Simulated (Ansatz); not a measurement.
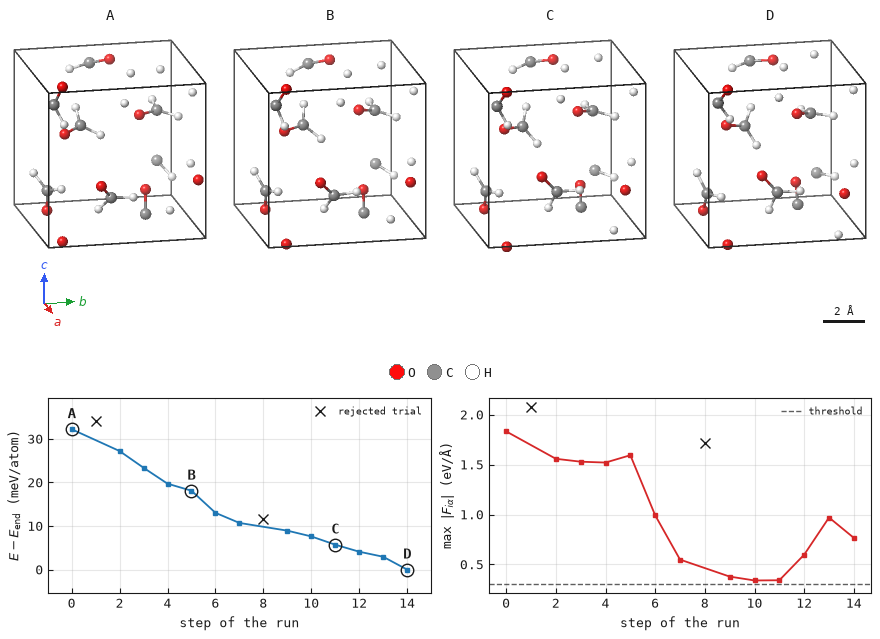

Frames of a relaxation of an amorphous cell of composition H$_{2}$CO, marked on the history of the run. A ball-and-stick model of the cell of the calculation, seen slightly off an axis.

The cell holds 8 H2CO. The run prepares the start of a later molecular dynamics calculation, from a guessed geometry.

The calculation used DFT LDA, scalar-relativistic, plane waves, PAW (Ansatz). Set-up: plane-wave cutoff 420 eV; k-point mesh 1 × 1 × 1; occupations fermi dirac; smearing width 0.02 eV; no spin polarisation; atoms relaxed in a fixed cell; force threshold 0.3 eV/Å; at most 15 steps.

Question: What happens along the run?

Answer: The relaxation stopped without meeting its thresholds, so the last structure isn't shown to be converged. It used up its limit of 15 steps. Over 12 accepted moves (14 points after the start) the energy falls by 32.2 meV per atom. The largest force component goes from 1.8 to 0.77 eV/Å. The line search rejected the trial steps at points 1, 8 of the run. An H atom moves most: 1.29 Å roughly along [0 1 −3]. By element the largest moves are H 1.29 Å, O 1.27 Å, C 1.15 Å. The lattice vectors keep their values. Some distances before and after: C–H 1.104 → 1.130 Å, C–O 1.220 → 1.211 Å. From step 0 to 5: an H atom moves most (0.46 Å), energy −14.1 meV per atom. From step 5 to 11: O and H atoms move most (0.61 Å), energy −12.4 meV per atom. From step 11 to 14: an H atom moves most (0.46 Å), energy −5.7 meV per atom.

```csv
step,"E − E(0), meV/atom","largest force component, eV/Å",note
0,0.00,1.8328,
1,1.78,2.0807,rejected
2,-5.01,1.5584,
3,-8.85,1.5293,
4,-12.50,1.5206,
5,-14.12,1.5942,
6,-19.18,0.9924,
7,-21.51,0.5489,
8,-20.70,1.7136,rejected
9,-23.28,0.3786,
10,-24.60,0.3397,
11,-26.50,0.3419,
12,-28.11,0.5984,
13,-29.27,0.9702,
14,-32.22,0.7661,
```

Limits of the set-up: the program's low-accuracy preset was used; the periodic images lie only 7.9 Å apart, so the values are limited by the cell's size.
